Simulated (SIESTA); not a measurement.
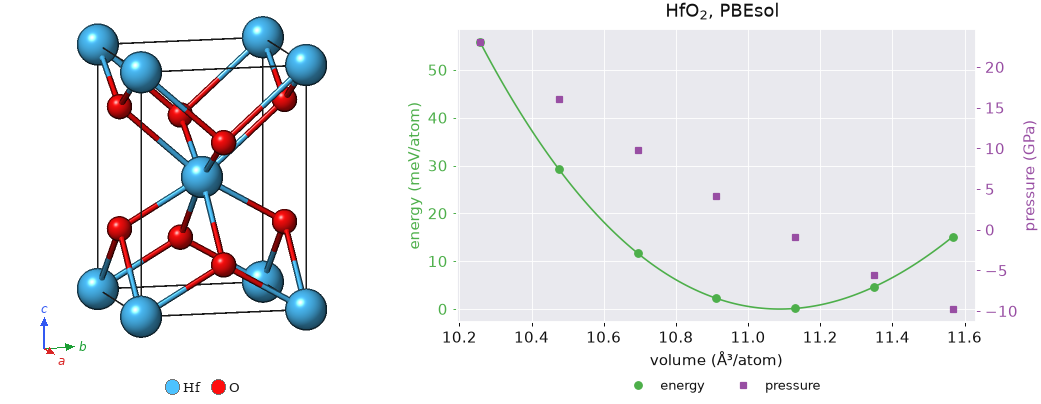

Calculation (SIESTA 5.4.2): DFT in numerical atomic orbitals with pseudopotentials, no spin polarisation; energies at scaled volumes of the given cell, shape and fractions fixed, counted from the fit's minimum, third-order Birch-Murnaghan fit. Level: PBEsol.

k mesh 8×8×5; occupations Fermi–Dirac; smearing width 0.05 eV; potentials PseudoDojo 0.4 standard, converted to PSML, two zetas on semicore shells; program settings basis DZP, mesh cutoff 800 Ry.

Cell as given: a = 3.558 Å, b = 3.558 Å, c = 5.172 Å, α = 90.00°, β = 90.00°, γ = 90.00°; 6 atoms.

Caption: Energy and pressure against volume for HfO₂, space group P4_2/nmc (No. 137). The conventional cell is drawn beside the plot.

A third-order Birch–Murnaghan fit gives V0 = 11.09 Å³/atom, B0 = 251 GPa and B′ = 4.2. The energy is 55.80 meV/atom at volume 10.26 Å³/atom and 15.08 meV/atom at 11.57 Å³/atom; the lowest computed point is at volume 11.13 Å³/atom (0.14 meV/atom). The pressure falls from 23.06 GPa at volume 10.26 Å³/atom to −9.75 GPa at 11.57 Å³/atom, and changes sign near 11.09 Å³/atom.

Limits of the calculation: mulliken charges of long orbitals; short basis over semicore shells; shape and atomic fractions are frozen while scaling, which makes layered, chain and framework solids too stiff.
